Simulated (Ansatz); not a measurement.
## Geometry relaxation, with input and output: Cd₉O₈ (part 2 of 3)

Continued. System: Cd₉O₈ (slab, 17 atoms in the cell). Method: DFT LDA, scalar-relativistic, plane waves, PAW, no spin polarisation (Ansatz 0.2.0); cutoff 420 eV, 2×2×1 k-mesh, Fermi–Dirac smearing of 0.05 eV. The structure derives from an entry of the Crystallography Open Database. The input holds or restrains some coordinates. Forces given for the steps count only the free coordinates. It belongs to a series of runs on one base structure; here: start relaxed.

Geometry of the input (Å; fractional positions):
```
6.6892  0.0000  0.0000
3.3446  5.7930  0.0000
0.0000  0.0000  15.0963
Cd 0.0000  0.0000  0.0662
O  0.3333  0.8333  0.1567
Cd -0.0000  0.5000  0.0662
O  0.3333  0.3333  0.1567
Cd 0.5000  0.0000  0.0662
O  0.8333  0.8333  0.1567
Cd 0.5000  0.5000  0.0662
O  0.8333  0.3333  0.1567
Cd 0.6667  0.6667  0.2471
O  -0.0000  0.5000  0.3376
Cd 0.6667  0.1667  0.2471
O  0.0000  0.0000  0.3376
Cd 0.1667  0.6667  0.2471
O  0.5000  0.5000  0.3376
Cd 0.1667  0.1667  0.2471
O  0.5000  1.0000  0.3376
Cd 0.4900  0.0096  0.4800
```

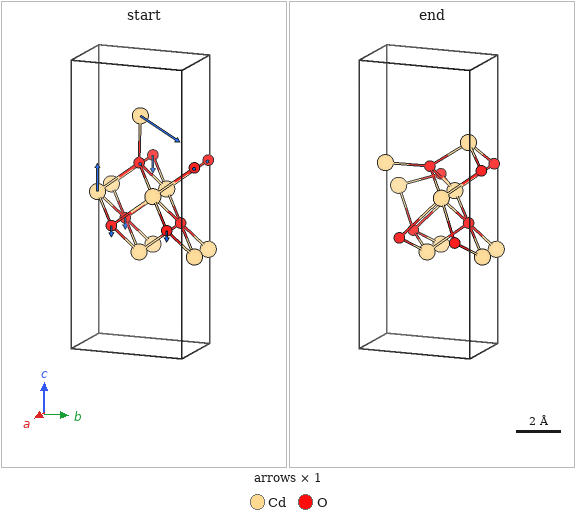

Figure 1. Before (left) and after (right) the restrained relaxation, at one scale (ball-and-stick view of the cell of the calculation, with the vacuum cut short (origin shifted), seen slightly off an axis). The blue arrows give the displacements, at true length. The atom that moves furthest is Cd17 (2.22 Å). By element the largest moves are Cd 2.22 Å, O 0.87 Å. The cell doesn't change. Among the contacts that change: O14–Cd17 3.951 → 2.111 Å, O10–Cd17 3.921 → 2.111 Å, O6–Cd9 2.365 → 3.790 Å, O2–Cd9 2.365 → 3.786 Å. New bonds form: O10–Cd17 (3.92 → 2.11 Å), O14–Cd17 (3.95 → 2.11 Å). Bonds break: O2–Cd9 (2.37 → 3.79 Å), O6–Cd9 (2.36 → 3.79 Å), O8–Cd9 (2.37 → 3.78 Å). Among the angles that change: Cd11–O16–Cd17 125.3° → 89.1°, Cd15–O16–Cd17 123.7° → 89.0°, O10–Cd9–O14 90.0° → 119.8°. After 23 geometry steps the energy has fallen by 6.460 eV per cell of the calculation. Largest force component: 2.5 eV/Å at the start, 0.0085 eV/Å at the end. (Atoms are counted from 1 in the order of the input.)

```
Free energy (F): -77492.293491 eV
Harris-Foulkes:  -77492.293491 eV  (|F-HF|=2.92e-8)
[...]
Internal energy: -77492.282426 eV  (E = F + TS)
E sigma→0 (E₀):  -77492.287958 eV
Entropy (-TS):   -0.011065 eV (-0.651 meV/atom)
Fermi energy:    2.698261 eV
--- Per-component energies (eV) ---
  E_band       = -5686.767567
  E_kinetic    = 5937.100048
  E_local      = -137000.004698  (includes V_loc(G=0)·N_el)
  E_nonlocal   = 781.255358
  E_hartree    = 66250.732974
  E_xc         = -2151.330157
  E_vxc        = -2727.503884  (∫ρ·V_xc dr)
  E_paw        = -36710.772382  (= ΣΔE_a)
  E_vpaw       = -5179.126479  (= ΣTr[D̂ρ^β])
  E_aug_tail   = 0.019462  (compensation charges beyond the density's cutoff)
  E_ewald      = 25393.042478
  E_core_change = 7.674491  (= ΣΔE_core)
  E_smearing   = -0.011065  (= −TS)
  E_closure    = 0.000000  (closes the sum)
  Σ components = -77492.293491   (vs F -77492.293491, Δ=0.00e0)
--- Forces (eV/Å), atoms counted from 1 ---
  atom   1  Cd     0.00565016    -0.00525980     0.11378728
  atom   2  O      0.00022449     0.00272744    -0.00854574
  atom   3  Cd     1.04197654    -0.60076978    -0.03092841
  atom   4  O      0.00130851     0.00221580    -0.00530539
  atom   5  Cd    -0.00646166     1.19620276    -0.03315862
  atom   6  O     -0.00139064    -0.00035845    -0.00497541
  atom   7  Cd    -1.04533546    -0.59402471    -0.02716627
  atom   8  O      0.00167206    -0.00184047    -0.00342758
  atom   9  Cd    -0.00086620     0.00507423    -0.00076405
  atom  10  O      0.00023105     0.00242390    -0.00646895
  atom  11  Cd     0.00002754     0.00132894     0.00763982
  atom  12  O      0.00227865    -0.00232242     0.00100688
  atom  13  Cd    -0.00200990    -0.00117534     0.00283272
  atom  14  O      0.00205108    -0.00164584    -0.00846392
  atom  15  Cd     0.00175136     0.00055571     0.00643755
  atom  16  O     -0.00241869    -0.00252680    -0.00806733
  atom  17  Cd     0.00132363    -0.00060273     0.00588972
  max |Σ_I F_I| component: 3.22e-4 eV/Å
--- Relaxed structure (24 steps of the walk, 24 accepted, 0 SCFs on fresh bases) ---
  F+E_penalty+E_count = -77492.29349071 eV   max|allowed force component| = 8.546e-3 eV/Å
  atoms:
    - { symbol: Cd, position: [0.0, 0.0, 0.0662414] }
    - { symbol: O, position: [0.333212318348198, 0.8333731468036345, 0.11951666740003611] }
    - { symbol: Cd, position: [2.7755575615628914e-17, 0.49999999999999994, 0.0662414] }
    - { symbol: O, position: [0.333298323670286, 0.33313247775639737, 0.15651563702864735] }
    - { symbol: Cd, position: [0.5, 0.0, 0.0662414] }
    - { symbol: O, position: [0.8334082922112096, 0.8333979503528939, 0.11936702640390195] }
    - { symbol: Cd, position: [0.4999999999999999, 0.49999999999999994, 0.0662414] }
    - { symbol: O, position: [0.833364864978919, 0.33322882166646134, 0.11934765751901633] }
    - { symbol: Cd, position: [0.6668205935877891, 0.6656419811250017, 0.3351882217607309] }
    - { symbol: O, position: [0.02409295846694598, 0.48717075965358614, 0.32730022562337463] }
    - { symbol: Cd, position: [0.6607210649458738, 0.16913154634497088, 0.2422384173929469] }
    - { symbol: O, position: [-0.00030307743090863246, -0.000178616244433561, 0.2802711969447018] }
    - { symbol: Cd, position: [0.16938583445327238, 0.6606307006667882, 0.24242683409145843] }
    - { symbol: O, position: [0.4876731834410725, 0.48745528802423055, 0.3275091374605454] }
    - { symbol: Cd, position: [0.1697248058959966, 0.16878839115426572, 0.24214591421088355] }
    - { symbol: O, position: [0.48821111771893, 1.0230780804788855, 0.3272932234186902] }
    - { symbol: Cd, position: [0.33330941723265217, 0.3322495369912903, 0.4012481598675824] }
```

**Trajectory as extended XYZ (Å, eV, eV/Å), 24 frames, from step=1 to step=24**
```
17
Lattice="6.6892 0.0000 0.0000 3.3446 5.7930 0.0000 0.0000 0.0000 15.0963" Properties=species:S:1:pos:R:3:forces:R:3 step=1 energy=-77485.83310
Cd    0.0000    0.0000    1.0000    0.0000   0.0600   0.9034
O     5.0169    4.8275    2.3654    0.1111   0.0598  -0.9141
Cd    1.6723    2.8965    1.0000   -0.0521  -0.0300   0.9026
O     3.3446    1.9310    2.3654    0.0019  -0.1241  -0.9178
Cd    3.3446    0.0000    1.0000    0.0000  -0.0001   0.8669
O     8.3615    4.8275    2.3654   -0.1120   0.0625  -0.9094
Cd    5.0169    2.8965    1.0000    0.0521  -0.0300   0.9017
O     6.6892    1.9310    2.3654   -0.0020   0.0034  -1.1696
Cd    6.6892    3.8620    3.7309   -0.0007  -0.2622   2.2692
O     1.6723    2.8965    5.0963    0.0272  -0.0052  -2.0940
Cd    5.0169    0.9655    3.7309    0.2255   0.1314   2.2652
O     0.0000    0.0000    5.0963    0.0095  -0.0186  -2.0945
Cd    3.3446    3.8620    3.7309    0.0007  -0.0009   2.4900
O     5.0169    2.8965    5.0963   -0.0246   0.0043  -2.0960
Cd    1.6723    0.9655    3.7309   -0.2248   0.1301   2.2598
O     6.6892    5.7930    5.0963   -0.0182   0.0295  -0.3936
Cd    3.3101    0.0556    7.2463    0.0064  -0.0102  -2.2701
17
Lattice="6.6892 0.0000 0.0000 3.3446 5.7930 0.0000 0.0000 0.0000 15.0963" Properties=species:S:1:pos:R:3:forces:R:3 step=2 energy=-77487.81070
Cd    0.0000    0.0000    1.0000   -0.0012  -0.0263   1.1986
O     5.0239    4.8310    2.3391    0.0908   0.0520  -0.8525
Cd    1.6723    2.8965    1.0000    0.0211   0.0148   1.1989
O     3.3448    1.9234    2.3388    0.0001  -0.1032  -0.8576
Cd    3.3446    0.0000    1.0000    0.0014  -0.0021   1.1685
O     8.3546    4.8313    2.3395   -0.0919   0.0527  -0.8460
Cd    5.0169    2.8965    1.0000   -0.0211   0.0133   1.1992
O     6.6891    1.9313    2.3163   -0.0009   0.0017  -1.2117
Cd    6.6893    3.8479    3.8230    0.0016  -0.2097   1.1464
O     1.6748    2.8957    4.9512    0.0506   0.0146  -1.3766
Cd    5.0289    0.9724    3.8222    0.1842   0.1024   1.1364
O     0.0010   -0.0015    4.9510    0.0066  -0.0505  -1.3779
Cd    3.3447    3.8619    3.8296   -0.0001   0.0004   1.4333
O     5.0147    2.8967    4.9512   -0.0478   0.0207  -1.3779
Cd    1.6606    0.9722    3.8214   -0.1844   0.1044   1.1241
O     6.6889    5.7936    4.9988   -0.0038   0.0064  -0.3983
Cd    3.3087    0.0578    7.0501   -0.0052   0.0086  -1.3044
17
Lattice="6.6892 0.0000 0.0000 3.3446 5.7930 0.0000 0.0000 0.0000 15.0963" Properties=species:S:1:pos:R:3:forces:R:3 step=3 energy=-77489.14075
Cd    0.0000    0.0000    1.0000   -0.0036  -0.2945   1.1055
O     5.0350    4.8372    2.2174    0.0699   0.0457  -0.6902
Cd    1.6723    2.8965    1.0000    0.2507   0.1521   1.1074
O     3.3450    1.9108    2.2161   -0.0026  -0.0829  -0.6939
Cd    3.3446    0.0000    1.0000    0.0042  -0.0061   1.0314
O     8.3434    4.8376    2.2190   -0.0716   0.0436  -0.6851
Cd    5.0169    2.8965    1.0000   -0.2510   0.1481   1.1099
O     6.6889    1.9316    2.1292    0.0018  -0.0027  -0.8945
Cd    6.6898    3.8260    3.8523    0.0056   0.1138   0.1705
O     1.6804    2.8960    4.7578   -0.0402  -0.0201  -0.4184
Cd    5.0482    0.9824    3.8494   -0.0961  -0.0672   0.1506
O     0.0024   -0.0066    4.7572   -0.0014   0.0416  -0.4190
Cd    3.3448    3.8617    3.8915   -0.0024   0.0032   0.2674
O     5.0099    2.8981    4.7579    0.0427  -0.0231  -0.4190
Cd    1.6419    0.9825    3.8460    0.1014  -0.0638   0.1277
O     6.6890    5.7935    4.8766    0.0155  -0.0249  -0.8771
Cd    3.3054    0.0632    6.8566   -0.0229   0.0373   0.0271
17
Lattice="6.6892 0.0000 0.0000 3.3446 5.7930 0.0000 0.0000 0.0000 15.0963" Properties=species:S:1:pos:R:3:forces:R:3 step=4 energy=-77489.73205
Cd    0.0000    0.0000    1.0000   -0.0086  -0.5635   0.5784
O     5.0467    4.8445    2.0538   -0.0685  -0.0352  -0.3057
Cd    1.6723    2.8965    1.0000    0.4759   0.2922   0.5845
O     3.3447    1.8970    2.0517   -0.0020   0.0789  -0.3053
Cd    3.3446    0.0000    1.0000    0.0102  -0.0150   0.2218
O     8.3315    4.8447    2.0566    0.0654  -0.0357  -0.3052
Cd    5.0169    2.8965    1.0000   -0.4747   0.2817   0.5931
O     6.6893    1.9310    1.9343   -0.0004   0.0003  -0.3569
Cd    6.6910    3.8375    3.7837    0.0020   0.0008   0.0306
O     1.6705    2.8874    4.6034   -0.0323  -0.0269  -0.1833
Cd    5.0383    0.9740    3.7767   -0.0028  -0.0067   0.0116
O     0.0037    0.0051    4.6020    0.0039   0.0409  -0.1814
Cd    3.3452    3.8610    3.8582    0.0023  -0.0031   0.1515
O     5.0215    2.8901    4.6039    0.0347  -0.0236  -0.1883
Cd    1.6534    0.9746    3.7686    0.0091  -0.0080  -0.0101
O     6.6895    5.7926    4.7075    0.0078  -0.0131  -0.3726
Cd    3.2979    0.0756    6.7198   -0.0220   0.0362   0.0388
17
Lattice="6.6892 0.0000 0.0000 3.3446 5.7930 0.0000 0.0000 0.0000 15.0963" Properties=species:S:1:pos:R:3:forces:R:3 step=5 energy=-77489.88533
Cd    0.0000    0.0000    1.0000   -0.0022  -0.5646   0.1271
O     5.0281    4.8305    1.9385    0.0961   0.1208  -0.1010
Cd    1.6723    2.8965    1.0000    0.4623   0.2746   0.1861
O     3.3461    1.9186    1.9349   -0.0276  -0.1106  -0.1252
Cd    3.3446    0.0000    1.0000    0.0641  -0.0931  -0.2836
O     8.3531    4.8307    1.9390   -0.1453   0.1208  -0.0532
Cd    5.0169    2.8965    1.0000   -0.4488   0.2645   0.2373
O     6.6877    1.9331    1.8580    0.0113  -0.0093  -0.1342
Cd    6.7329    3.7732    3.7071    0.0073  -0.0638   0.0582
O     1.6656    2.7568    4.4970    0.2951   0.1597  -0.0192
Cd    5.0716    0.8925    3.6525    0.0178   0.0076   0.0496
O     0.0586    0.0087    4.4917   -0.0006  -0.3470  -0.0160
Cd    3.3808    3.7965    4.0157    0.0041  -0.0047   0.1946
O     5.1068    2.7761    4.5059   -0.2971   0.1645  -0.0400
Cd    1.7044    0.8930    3.5933    0.0164   0.0028   0.0663
O     6.7233    5.7310    4.5502    0.0111  -0.0218  -0.1555
Cd    3.2733    0.1057    6.5771   -0.0639   0.0997   0.0087
17
Lattice="6.6892 0.0000 0.0000 3.3446 5.7930 0.0000 0.0000 0.0000 15.0963" Properties=species:S:1:pos:R:3:forces:R:3 step=6 energy=-77489.95292
Cd    0.0000    0.0000    1.0000   -0.0466  -0.6942  -0.0139
O     5.0357    4.8406    1.8778   -0.0645  -0.0040   0.0102
Cd    1.6723    2.8965    1.0000    0.5302   0.4054   0.0854
O     3.3434    1.9101    1.8690   -0.0139   0.0799   0.0018
Cd    3.3446    0.0000    1.0000    0.0940  -0.1264  -0.5342
O     8.3411    4.8404    1.8864    0.0362   0.0019   0.0768
Cd    5.0169    2.8965    1.0000   -0.5267   0.3481   0.1956
O     6.6885    1.9326    1.7948   -0.0001   0.0142   0.1300
Cd    6.7521    3.7217    3.7415    0.0070   0.0567   0.0817
O     1.6979    2.7173    4.5081    0.0773  -0.0173   0.0677
Cd    5.1012    0.8683    3.6553   -0.0112  -0.0739  -0.0008
O     0.0818   -0.0267    4.4894    0.0228  -0.0795   0.0132
Cd    3.3945    3.7684    4.0996   -0.0056   0.0771   0.0621
O     5.1074    2.7446    4.5125   -0.0544   0.0148  -0.0071
Cd    1.7098    0.8713    3.5746    0.0046  -0.0558  -0.0885
O     6.7332    5.7101    4.4880    0.0501  -0.1038   0.0599
Cd    3.1713    0.2581    6.5122   -0.0993   0.1568  -0.1391
17
Lattice="6.6892 0.0000 0.0000 3.3446 5.7930 0.0000 0.0000 0.0000 15.0963" Properties=species:S:1:pos:R:3:forces:R:3 step=7 energy=-77490.02920
Cd    0.0000    0.0000    1.0000   -0.1106  -0.6136  -0.0876
O     5.0306    4.8398    1.8606   -0.0360   0.0108   0.0092
Cd    1.6723    2.8965    1.0000    0.4234   0.4385   0.0444
O     3.3421    1.9170    1.8503   -0.0185   0.0259   0.0224
Cd    3.3446    0.0000    1.0000    0.1484  -0.1584  -0.5461
O     8.3426    4.8406    1.8833    0.0214   0.0073   0.0981
Cd    5.0169    2.8965    1.0000   -0.4280   0.3090   0.2204
O     6.6885    1.9341    1.8038    0.0062   0.0134   0.1575
Cd    6.7710    3.6905    3.7758   -0.0151  -0.0179   0.1280
O     1.7229    2.6761    4.5315    0.0370  -0.1698   0.1464
Cd    5.1153    0.8403    3.6498    0.0300  -0.0212   0.0207
O     0.1031   -0.0406    4.4949    0.0645   0.0395   0.0291
Cd    3.4004    3.7571    4.1414    0.0023   0.0940   0.0169
O     5.1065    2.7179    4.5160    0.0354  -0.0785  -0.0172
Cd    1.7224    0.8479    3.5415   -0.0418  -0.0283  -0.1123
O     6.7419    5.6890    4.4681    0.0295  -0.0836   0.2015
Cd    3.0686    0.4157    6.4566   -0.1480   0.2327  -0.3311
17
Lattice="6.6892 0.0000 0.0000 3.3446 5.7930 0.0000 0.0000 0.0000 15.0963" Properties=species:S:1:pos:R:3:forces:R:3 step=8 energy=-77490.16459
Cd    0.0000    0.0000    1.0000   -0.1841  -0.5237  -0.1435
O     5.0272    4.8392    1.8497   -0.0299   0.0152  -0.0057
Cd    1.6723    2.8965    1.0000    0.3181   0.4640   0.0084
O     3.3410    1.9208    1.8412   -0.0281   0.0050   0.0493
Cd    3.3446    0.0000    1.0000    0.2235  -0.1983  -0.5497
O     8.3438    4.8404    1.8884    0.0182   0.0078   0.1157
Cd    5.0169    2.8965    1.0000   -0.3296   0.2504   0.2657
O     6.6888    1.9356    1.8214    0.0172   0.0145   0.1721
Cd    6.7917    3.6555    3.8198   -0.0344  -0.0325   0.1646
O     1.7481    2.6281    4.5730    0.1076  -0.2744   0.3004
Cd    5.1288    0.8167    3.6480    0.0342  -0.0198   0.0234
O     0.1253   -0.0453    4.5073    0.0975   0.0352   0.0470
Cd    3.4047    3.7494    4.1737    0.0171   0.1370   0.0023
O     5.1069    2.6908    4.5264    0.0337  -0.0984  -0.0048
Cd    1.7330    0.8289    3.5095   -0.0442  -0.0557  -0.1701
O     6.7490    5.6685    4.4598    0.0084  -0.0739   0.2838
Cd    2.9691    0.5695    6.3848   -0.2254   0.3480  -0.5579
17
Lattice="6.6892 0.0000 0.0000 3.3446 5.7930 0.0000 0.0000 0.0000 15.0963" Properties=species:S:1:pos:R:3:forces:R:3 step=9 energy=-77490.38997
Cd    0.0000    0.0000    1.0000   -0.2742  -0.4201  -0.1986
O     5.0237    4.8383    1.8411   -0.0239   0.0138  -0.0241
Cd    1.6723    2.8965    1.0000    0.2157   0.4854  -0.0402
O     3.3394    1.9237    1.8394   -0.0425  -0.0132   0.0938
Cd    3.3446    0.0000    1.0000    0.3171  -0.2307  -0.5518
O     8.3454    4.8397    1.8984    0.0143   0.0058   0.1410
Cd    5.0169    2.8965    1.0000   -0.2324   0.1654   0.3117
O     6.6896    1.9375    1.8431    0.0335   0.0150   0.1985
Cd    6.8136    3.6214    3.8695   -0.0580  -0.0607   0.1972
O     1.7772    2.5772    4.6298    0.1997  -0.4116   0.5180
Cd    5.1392    0.7964    3.6489    0.0445  -0.0103   0.0238
O     0.1469   -0.0465    4.5227    0.1351   0.0448   0.0606
Cd    3.4070    3.7467    4.1945    0.0459   0.1672  -0.0204
O     5.1048    2.6682    4.5396    0.0336  -0.1156   0.0106
Cd    1.7423    0.8126    3.4782   -0.0586  -0.0863  -0.2427
O     6.7546    5.6481    4.4598   -0.0102  -0.0680   0.3326
Cd    2.8743    0.7162    6.2953   -0.3393   0.5182  -0.8108
17
Lattice="6.6892 0.0000 0.0000 3.3446 5.7930 0.0000 0.0000 0.0000 15.0963" Properties=species:S:1:pos:R:3:forces:R:3 step=10 energy=-77490.71693
Cd    0.0000    0.0000    1.0000   -0.3888  -0.3055  -0.2633
O     5.0203    4.8370    1.8322   -0.0160   0.0044  -0.0330
Cd    1.6723    2.8965    1.0000    0.1199   0.5087  -0.1093
O     3.3372    1.9260    1.8434   -0.0634  -0.0312   0.1673
Cd    3.3446    0.0000    1.0000    0.4348  -0.2507  -0.5645
O     8.3473    4.8386    1.9116    0.0131  -0.0013   0.1808
Cd    5.0169    2.8965    1.0000   -0.1401   0.0474   0.3391
O     6.6913    1.9397    1.8675    0.0564   0.0142   0.2522
Cd    6.8342    3.5891    3.9207   -0.0865  -0.0681   0.2149
O     1.8086    2.5245    4.6972    0.2674  -0.4730   0.7043
Cd    5.1477    0.7792    3.6513    0.0357  -0.0123   0.0207
O     0.1686   -0.0445    4.5386    0.1719   0.0528   0.0714
Cd    3.4088    3.7473    4.2075    0.1042   0.1870  -0.0560
O     5.1021    2.6485    4.5543    0.0087  -0.1146   0.0383
Cd    1.7490    0.7988    3.4447   -0.0756  -0.1275  -0.3211
O     6.7583    5.6286    4.4663   -0.0184  -0.0651   0.3464
Cd    2.7847    0.8551    6.1919   -0.4231   0.6344  -0.9868
17
Lattice="6.6892 0.0000 0.0000 3.3446 5.7930 0.0000 0.0000 0.0000 15.0963" Properties=species:S:1:pos:R:3:forces:R:3 step=11 energy=-77491.06486
Cd    0.0000    0.0000    1.0000   -0.5515  -0.1791  -0.3356
O     5.0174    4.8359    1.8292   -0.0139  -0.0350  -0.0294
Cd    1.6723    2.8965    1.0000    0.0438   0.5434  -0.1905
O     3.3321    1.9252    1.8664   -0.0822  -0.0249   0.2714
Cd    3.3446    0.0000    1.0000    0.6027  -0.2554  -0.5980
O     8.3489    4.8380    1.9396    0.0185  -0.0306   0.2344
Cd    5.0169    2.8965    1.0000   -0.0647  -0.1341   0.3470
O     6.6958    1.9420    1.9059    0.0766   0.0271   0.3281
Cd    6.8479    3.5612    3.9648   -0.0043  -0.1132   0.2133
O     1.8458    2.4662    4.7918    0.0121   0.1851   0.2856
Cd    5.1525    0.7706    3.6539    0.0069  -0.0622  -0.0036
O     0.1904   -0.0347    4.5559    0.1880   0.0584   0.0784
Cd    3.4110    3.7597    4.2006    0.1037   0.0906  -0.0764
O     5.0962    2.6359    4.5675   -0.0838  -0.0687   0.0894
Cd    1.7498    0.7866    3.4045   -0.0734  -0.1146  -0.3715
O     6.7619    5.6076    4.4839    0.0205  -0.1135   0.2489
Cd    2.7035    0.9783    6.0645   -0.1987   0.2265  -0.4909
```
